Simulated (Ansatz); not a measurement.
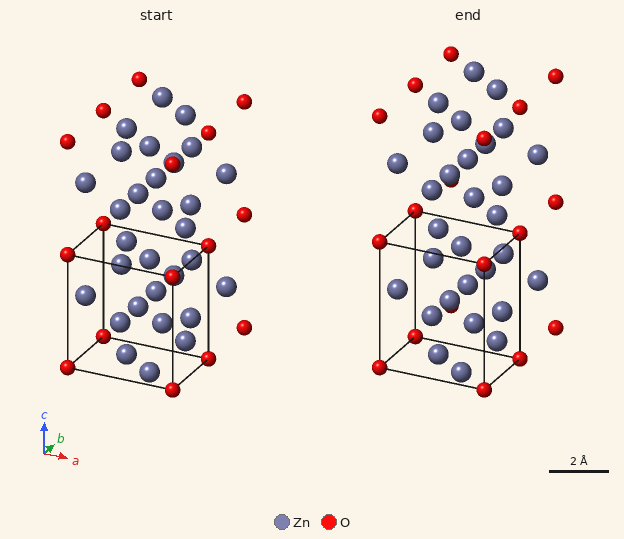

The structure of solid Zn5O (a generated structure, set up in P6/mmm) (coarse preliminary run) before (left) and after (right) a relaxation, at one scale.

A ball-and-stick model of the cell of the calculation, repeated 1 × 2 × 2 with one cell outlined, seen slightly off an axis.

Theory: DFT PBE, scalar-relativistic, plane waves, PAW in Ansatz.

Input
```yaml
crystal:
  lattice:
    - [5.0187618, 0.0, 0.0]
    - [-2.5093809, 4.34637521, 0.0]
    - [0.0, 0.0, 3.96662831]
  atoms:
    - { symbol: Zn, position: [0.5, 0.0, 0.5] }
    - { symbol: Zn, position: [0.5, 0.5, 0.5] }
    - { symbol: Zn, position: [0.0, 0.5, 0.5] }
    - { symbol: Zn, position: [0.33333333, 0.66666667, 0.0] }
    - { symbol: Zn, position: [0.66666667, 0.33333333, 0.0] }
    - { symbol: O, position: [0.0, 0.0, 0.0], spin: 1.0 }
basis:
  ecutwfc: 420
kpoints:
  mp_grid: { grid: [6, 6, 4] }
hamiltonian:
  xc: pbe
scf:
  occupations: { method: gaussian, width: 0.1 }
  lower_state_search: "off"
output:
  forces: true
  stress: true
  eigenvalues: true
  populations: true
magnetization:
  spin_polarized: true
relax:
  adjacent_minimum: "off"
  f_tol: 0.04
  max_steps: 70
  cell: { stress_tol: 0.4 }
```

Run as
```bash
ansatz run input.yaml --threads 1 --pin off --max-ram 2560MiB --backend cpu --events-out ev --progress --plain --runs-dir out
```

Q: What changed between the two?

A: The atoms keep their places relative to the cell (all moves are under 0.005 Å). The volume changes by +10.5 %, with a = b 5.019 → 5.000 Å (−0.4 %), c 3.967 → 4.416 Å (+11.3 %). The space group stays P6/mmm (No. 191). After 5 accepted moves (7 points after the start) the energy has fallen by 72.3 meV per atom. All forces vanish by symmetry, so only the cell relaxes. The pressure goes from 10.08 to 0.03 GPa. At 2 points the geometry stayed and the basis and grid were re-selected for the new cell (energy shift of 4.8 meV per atom at most each time).

Limits of the set-up: the k-point mesh is coarse for a cell with partly filled bands; layers or molecules are held without a dispersion correction, so their spacing is unreliable.
